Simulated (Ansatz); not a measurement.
# Run report: Li₈Nb₇O₂₄, single-point calculation (part 1 of 2)

The run: single-point calculation of Li₈Nb₇O₂₄ (defect cell, 39 atoms in the cell). Method and program: DFT PBE, scalar-relativistic, plane waves, PAW, spin-polarised (Ansatz 0.2.0).

The structure derives from an entry of the Crystallography Open Database. Figures and captions count atoms from 1; the log counts them from 0 in places.

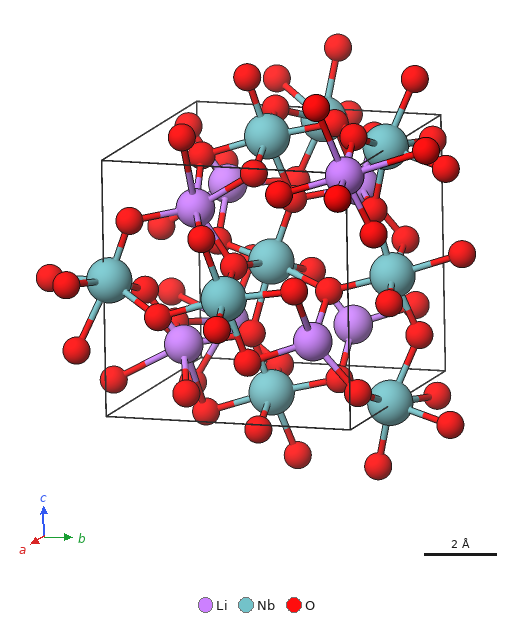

Fig. 1: The input geometry (ball-and-stick view of the cell of the calculation, seen slightly off an axis; bonded neighbours outside the cell are drawn too). An atom can appear more than once, as a periodic image.

**Key numbers**

- outcome: converged
- electrons treated: 259
- free energy: −47148.0533 eV
- Fermi energy: 6.976 eV
- gap on the k-point mesh: 0.37 eV
- net moment of the cell: 5.00 μB
- integrated absolute moment: 5.39 μB
- largest force (length of the vector): 0.072 eV/Å
- hardware: 4 threads of Arm Neoverse V2, 24 GiB of memory available, shared host
- wall time: 58 s (CPU time 3.7 min)
- peak memory: 2.2 GiB

**Notes**

Notes on the run: the state was not tested for a lower one.

**Input**
```yaml
crystal:
  lattice:
    - [-5.1378, -2.96631, 4.499567]
    - [5.1378, -2.96631, 4.499567]
    - [0.0, 5.93262, 4.499567]
  atoms:
    - { symbol: Li, position: [0.2085043527, 0.1993288001, 0.2018662957] }
    - { symbol: Li, position: [0.7688988918, 0.7611358078, 0.2788087775] }
    - { symbol: Li, position: [0.7711390945, 0.2909991182, 0.7770019654] }
    - { symbol: Li, position: [0.2983467308, 0.7826496254, 0.7784198149] }
    - { symbol: Li, position: [0.7023153483, 0.2061574846, 0.2240864021] }
    - { symbol: Li, position: [0.2398955307, 0.720169376, 0.2218008654] }
    - { symbol: Li, position: [0.2174139692, 0.2074694616, 0.7406198222] }
    - { symbol: Li, position: [0.9827306932, 0.9880756068, 0.9865144439] }
    - { symbol: Nb, position: [0.5019360605, 0.4843685843, 0.0049909243] }
    - { symbol: Nb, position: [0.4856645201, -0.0183951656, 0.4842399071] }
    - { symbol: Nb, position: [-0.0115594037, 0.485963816, 0.4813863438], spin: -0.01 }
    - { symbol: Nb, position: [0.5269500799, -0.0208906458, -0.0043006494], spin: -0.01 }
    - { symbol: Nb, position: [0.0199854799, 0.5275804449, -0.0368311305], spin: -0.01 }
    - { symbol: Nb, position: [-0.0322881271, 0.0096662527, 0.5246092066], spin: -0.01 }
    - { symbol: Nb, position: [0.4762679975, 0.4820417471, 0.5098321736] }
    - { symbol: O, position: [0.5562984644, 0.4281136335, 0.2449475128], spin: 0.01 }
    - { symbol: O, position: [0.0861010951, 0.9170023808, 0.2726765082], spin: 0.93 }
    - { symbol: O, position: [0.0609112865, 0.4268797034, 0.7288274354], spin: 0.02 }
    - { symbol: O, position: [0.5299690437, 0.9263727438, 0.7457530728], spin: 0.09 }
    - { symbol: O, position: [0.7324474359, 0.0630879099, 0.4364168265], spin: 0.01 }
    - { symbol: O, position: [0.2425596835, 0.5554537192, 0.423149161], spin: 0.01 }
    - { symbol: O, position: [0.2417699975, 0.0599814167, 0.9617161203], spin: 0.78 }
    - { symbol: O, position: [0.7547390746, 0.5264174501, 0.9202358681], spin: 0.3 }
    - { symbol: O, position: [0.902738235, 0.292032941, 0.0827321757], spin: 0.96 }
    - { symbol: O, position: [0.4361268379, 0.7364053161, 0.0542811637], spin: 0.04 }
    - { symbol: O, position: [0.4205565994, 0.2427277146, 0.5654635584], spin: 0.01 }
    - { symbol: O, position: [0.925380358, 0.7498636078, 0.5102510553], spin: 0.27 }
    - { symbol: O, position: [0.2435795922, 0.4186402322, 0.050060078], spin: 0.04 }
    - { symbol: O, position: [0.7501500094, 0.935367519, 0.0827932248], spin: 0.06 }
    - { symbol: O, position: [0.7450097432, 0.4342858105, 0.5492104528], spin: 0.03 }
    - { symbol: O, position: [0.2309843316, 0.9370773759, 0.5625529322], spin: 0.25 }
    - { symbol: O, position: [0.4327306036, 0.0663109268, 0.2428840231], spin: 0.04 }
    - { symbol: O, position: [0.9358980927, 0.5581583995, 0.2243970595], spin: 0.32 }
    - { symbol: O, position: [0.9312424809, 0.0825216024, 0.7519615868], spin: 0.05 }
    - { symbol: O, position: [0.4309770906, 0.5584960558, 0.7473896174], spin: 0.02 }
    - { symbol: O, position: [0.0524625757, 0.2404229552, 0.4122277802], spin: 0.05 }
    - { symbol: O, position: [0.5477042551, 0.7445164102, 0.4250703229], spin: 0.01 }
    - { symbol: O, position: [0.5575169429, 0.2358535574, 0.9299157667], spin: 0.06 }
    - { symbol: O, position: [0.0836019056, 0.7578492949, 0.925445821], spin: 0.1 }
magnetization:
  spin_polarized: true
basis:
  ecutwfc: 420
  fft_grid_basis: typed
kpoints:
  mp_grid: { grid: [3, 3, 3] }
hamiltonian:
  xc: pbe
  pseudopotentials: { kind: paw }
scf:
  occupations: { method: gaussian, width: 0.05 }
  n_extra_bands: 17
output:
  forces: true
  stress: false
  eigenvalues: true
  bader: false
  write_density: false
  volumetric_format: npy
  populations: true
  band_densities: [{ e_range: [-0.78, -0.17] }, { e_range: [0.18, 0.79] }]
  dos:
    e_range: [-30, 8]
    de: 0.02
    method: { smearing: { sigma: 0.03, scheme: gaussian } }
    projected: { site_lists: { Li: [Li], Nb: [Nb], O: [O] } }
checkpoint:
  read: start.run
  write: ck
  compress: false
  write_wavefunctions: false
  write_every: 100000
```

Command:
```bash
ansatz run input.yaml --threads 4 --pin off --max-ram 10240MiB --backend cpu --events-out ev --progress --plain --runs-dir out
```

**What the program printed**
```
Warning: the band count 147 (scf.n_extra_bands) hosts the net moment |M| = 4.4200 μB (N_el = 259) but caps the reachable moment at 2·n_bands − N_el = 35.0000 μB, below the 171 bands that the automatic rule leaves for it — a moment growing past the seed, or the majority channel's smearing tail, pins there with fewer empty majority states than that count leaves; raise or omit scf.n_extra_bands unless the cap is intended
Warning: checkpoint.read: spin seed differs: saved 5c9f2c599703…, current 08b7f71254ef…; the loaded state replaces the seed-built initial guess (but the starting_ns of a DFT+U solve that opens without the state's occupation matrices), so the run may converge into the producing seed's basin, or, where the symmetry group that follows from this deck's starting moments and starting_ns does not hold the saved magnetisation, lose that magnetisation at its first build. Where atoms have moved since the state was saved, this difference can also decide whether moments are moved with them. A self-consistent run of this deck without the state starts from its starting moments and, under a DFT+U term, its starting_ns
scf.n_extra_bands = 17 over 130 filled bands (N_el = 259.0): the run solves 147 bands
Engine: ansatz 0.2.0, aarch64-unknown-linux-gnu
Pseudopotentials: kind: paw
Pseudopotential: Li, paw, valence charge 3, recommended cutoff 420 eV (normal), Li.paw.azcp
Pseudopotential: Nb, paw, valence charge 13, recommended cutoff 420 eV (normal), Nb.paw.azcp
Pseudopotential: O, paw, valence charge 6, recommended cutoff 420 eV (normal), O.paw.azcp
Functional definition: PBE
  parameter kappa = 0.804
  parameter beta = 0.06672455060314922
  exchange = pbe_x(kappa = kappa, mu = beta*pi^2/3)
  correlation = pbe_c(beta = beta)
Crystal: 39 atoms, lattice volume = 411.449 Å³
Basis set: ecut = 420 eV, 8037 PW (Γ), exchange–correlation on 100×100×100 points (8 copies of the dense FFT grid, shifted against one another)
Bands: 147, of which v1, the nominal top of the filled ones, is band 130 counted from 1 (129 counted from 0)
Symmetry: 1 space group operations
Space group: P1 (ITA 1), of the structure as read, at distance tolerance 7.4e-5 Å
Magnetic group: BNS 1.1 (UNI 1), of the structure as read, at distance tolerance 7.4e-5 Å
k-points: 14 of 27 (time reversal used)
Non-local potential: Li, projectors of the file, l = 0: 3, l = 1: 2, l = 2: 1
Non-local potential: Nb, projectors of the file, l = 0: 3, l = 1: 2, l = 2: 2, l = 3: 1
Non-local potential: O, projectors of the file, l = 0: 2, l = 1: 2, l = 2: 1
PAW form: soft (Blöchl's): semilocal exchange-correlation on the pseudo side does not see the compensation charge
PAW one-centre angular grid: Li, 110 points (default); XC on 64 Gauss nodes
PAW one-centre angular grid: Nb, 590 points (default); XC on 64 Gauss nodes
PAW one-centre angular grid: O, 110 points (default); XC on 64 Gauss nodes
Initial density: read from a saved state, or passed on in memory by an earlier SCF of this step, an earlier step, the calling program or the single point that the run made first
Stability of the state it starts from, as read at its close in the collinear treatment: not read negative (Ritz values of 1 − χ₀K, real part plus size of imaginary part, from 0.94 to 1.1, by its mixing steps under no symmetry); its run was given moments
Starting moments: Σ|m| = 4.5 μB on 28 of 39 sites; this step starts from the density that it was given
Initial wavefunctions: pseudopotential atomic-orbital guess
Functional: x = pbe(κ = 0.804, μ = 0.2195149727645171), c = pbe(β = 0.06672455060314922)
iter 1 solved again at ethr=4.82e-8 eV; its pass at ethr=3.10e-3 eV (dr2=1.25e-4 eV) is discarded
SCF iter   1: F=—  HF=-47148.054949 eV  |F-HF|=—  |Δ(HF+E_count)|=         —  Δρ=2.23e-6 (↑1.38e-6 ↓2.23e-6)  dr2=5.17e-8  dr2_m=2.66e-9  M=5.000 μB ∫|m|=5.391 μB  β_m=0.30  ethr=4.82e-8  ⟨swp⟩=4.0  Hψ=27695  notcnv=0
preconditioner: auto → Resta (q_TF=auto, 2.526 Å⁻¹)  ε∞=8.0  [insulator: Δε(μ)=0.369 eV  Ē_g=9.481 eV  σ=0.050 eV  W_gap=1.00  n_scr=98 (ndim 8)  ℏωp=25.0 eV  f_vac=0.027  D(μ)=0.00/eV (n_scr^D=0)  ε∞_Penn≈8.0]
spin=Collinear: Resta preconditioning applied to the charge; magnetization (m = ρ↑ − ρ↓) channel mixes plain (no charge-response kernel on spin).
SCF iter   2: F=—  HF=-47148.053340 eV  |F-HF|=—  |Δ(HF+E_count)|=   1.61e-3  Δρ=8.79e-7 (↑7.90e-7 ↓8.79e-7)  dr2=1.27e-8  dr2_m=5.10e-10  M=5.000 μB ∫|m|=5.391 μB  β_m=0.35  ethr=2.00e-11  ⟨swp⟩=6.9  Hψ=15040  notcnv=0
SCF iter   3: F=-47148.053340 eV  HF=-47148.053340 eV  |F-HF|=9.34e-9  |Δ(HF+E_count)|=   5.11e-9  Δρ=6.96e-7 (↑5.51e-7 ↓6.96e-7)  dr2=7.80e-9  dr2_m=3.49e-10  M=5.000 μB ∫|m|=5.391 μB  ethr=4.89e-12  ⟨swp⟩=1.0  Hψ=8345  notcnv=0
SCF 1 converged in 3 iterations: F = -47148.053340 eV  dr2 = 7.80e-9
  greatest PAW one-centre occupation: 1.000 electrons in one spin orbital (limit 2), on the Li atom at site 5 (counted from 0), in its partial waves of l = 0
SCF converged after 3 iterations
Magnetization: 5.0000 μB (132.0000 up, 127.0000 down)
Absolute magnetization: 5.3936 μB (∫|ρ↑−ρ↓|, with the PAW one-centre terms)
Spin contamination: 0.0267 ħ² per cell (⟨S²⟩ above its minimum at these occupations)
Per-site moments (μB) at R_I (Å): [(0.00014451039873728148, 0.7959850533545798), (0.00037731403475021026, 0.7885133685302631), (-0.00010300670048453643, 0.7929475865435391), (0.0003277893281883092, 0.7860240452453798), (-0.0010349326237222174, 0.7755552531852601), (-0.000839750199422496, 0.7666437882879888), (0.0008237378969534199, 0.8026176082090899), (-3.320383299640835e-5, 0.7811923253936679), (-0.002725133498874355, 0.7731494111595268), (-0.00401944290584982, 0.7718163533467837), (-0.007697140330164384, 0.7879876757353269), (-0.007346404673370149, 0.7515794381156797), (-0.012014023090190527, 0.7450037698079758), (-0.013029302829623113, 0.745189257789239), (-0.0017098089328253636, 0.7720018571229211), (0.010173121315641631, 0.7731494111595268), (0.9287798736190082, 0.7666437882879888), (0.015390481406329053, 0.7990256800657968), (0.08871865440316494, 0.7916680849588998), (0.013642165029226307, 0.7755552531852601), (0.012697534819654492, 0.7801767627472281), (0.7821436387338754, 0.8026176082090899), (0.29591519413513884, 0.8212278657108233), (0.9623922329176028, 0.784893705418036), (0.036966028092359195, 0.7754274884183298), (0.011354133720063418, 0.7720018571229211), (0.2695457462070324, 0.818186192374502), (0.04421761300120761, 0.8011556037070671), (0.055347454515065724, 0.7515794381156797), (0.030858883115066942, 0.7879876757353269), (0.24886481813031525, 0.823140808416956), (0.043251080965937494, 0.7954344054939694), (0.3244451831957816, 0.8067934397936137), (0.05131029880884995, 0.745189257789239), (0.0207075257098688, 0.7812996415534477), (0.0473230038168089, 0.7972016263585853), (0.012901031060383312, 0.7718163533467837), (0.059014394297569724, 0.8083080289105912), (0.0970813939882641, 0.7450037698079758)]
Free energy (F): -47148.053340 eV
Harris-Foulkes:  -47148.053340 eV  (|F-HF|=9.34e-9)
Internal energy: -47148.053340 eV  (E = F + TS)
E sigma→0 (E₀):  -47148.053340 eV
Fermi energy:    6.976436 eV
--- Per-component energies (eV) ---
  E_band       = -2042.402810
  E_kinetic    = 7152.074200
  E_local      = -16693.207702  (includes V_loc(G=0)·N_el)
  E_nonlocal   = 1691.950134
  E_hartree    = 5686.208601
  E_xc         = -3092.933796
  E_vxc        = -3869.103054  (∫ρ·V_xc dr)
  E_paw        = -25463.414288  (= ΣΔE_a)
  E_vpaw       = -1696.593290  (= ΣTr[D̂ρ^β])
  E_aug_tail   = 0.058466  (compensation charges beyond the density's cutoff)
  E_ewald      = -16428.788955
  E_smearing   = -0.000000  (= −TS)
  E_closure    = -0.000000  (closes the sum)
  Σ components = -47148.053340   (vs F -47148.053340, Δ=0.00e0)
```
